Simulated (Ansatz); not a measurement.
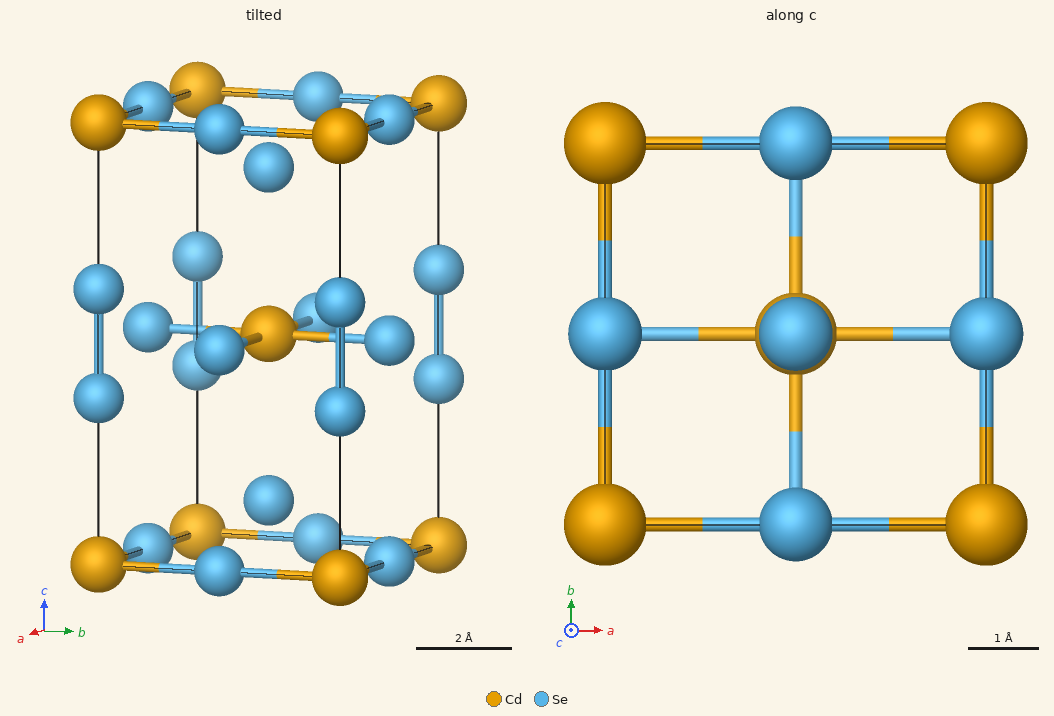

Ball-and-stick drawing of the structure, looking slightly off an axis and along the c axis. One conventional unit cell is framed, with atoms on its boundary repeated. Cell: a = 5.49 Å, b = 5.49 Å, c = 9.39 Å, α = 90.00°, β = 90.00°, γ = 90.00°.

The structure comes from a structure type filled with these elements by a generator (whether the compound takes this form wasn't checked). Earlier steps of the study may have refined or changed the cell and positions. It was run through Ansatz as a DFT input.

State composition, symmetry and coordination.

The structure is one of CdSe₄. Space group I4/mmm (No. 139), lattice body-centred tetragonal. One cell contains 2 Cd, 8 Se, 10 atoms in all. Cd sits among four Se in a square planar arrangement at about 2.7 Å. Se takes two kinds of site: 4e with one Se at about 2.3 Å; 4c with two Cd in a linear arrangement at about 2.7 Å.

The calculation used DFT PBE, scalar-relativistic, plane waves, PAW in Ansatz, with an energy cutoff of 420 eV, k-points about 0.16 Å⁻¹ apart, Gaussian smearing of 0.1 eV, no spin polarisation.

Predict the gap.

A metal: bands cross the Fermi level.

How are the electrons shared out in a Bader analysis?

Cd +0.68 e; Se -0.33 to -0.01 e.

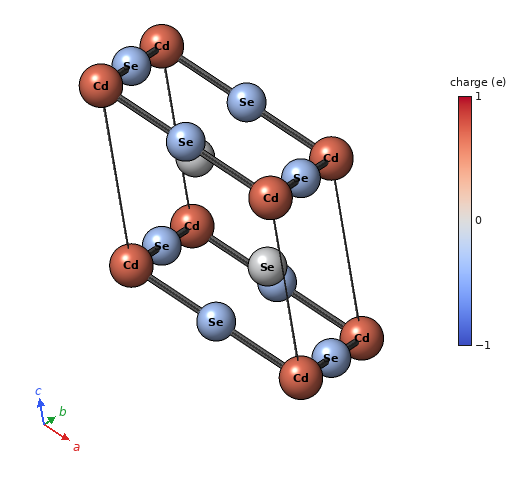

The atoms coloured by those charges. The run's cell of 5 atoms is drawn in a reduced setting, so axes and origin can differ from the first picture.

Are forces and stress small enough to call this relaxed?

Yes. All forces vanish to within 0.01 eV/Å. The pressure is 0.0 GPa, close to zero.
